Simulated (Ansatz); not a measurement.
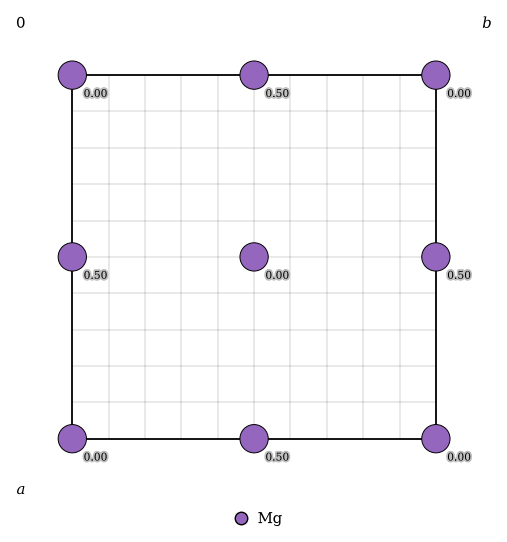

Plan of a unit cell projected along c (a down the page, b across); the numbers are heights as fractions of c, and atoms on the cell's edges are repeated. The grid marks tenths of a and b. Source: the input geometry of an electronic-structure calculation (not necessarily at equilibrium); the starting structure was generated, so it need not be a known form of this composition. Geometry calculated from the standardised cell; symmetry tolerance 0.002 Å.

a = 4.531 Å, b = 4.531 Å, c = 4.531 Å, α = 90.00°, β = 90.00°, γ = 90.00°.

Question: What does the cell contain?

Answer: 4 Mg: Mg, Z = 4.

Question: Which space group?

Answer: Fm-3m (No. 225), face-centred cubic.

Question: Give the independent sites, coordinates to two places.

Answer:
```csv
atom,site,symmetry,x,y,z
Mg,4a,m-3m,0.00,0.00,0.00
```
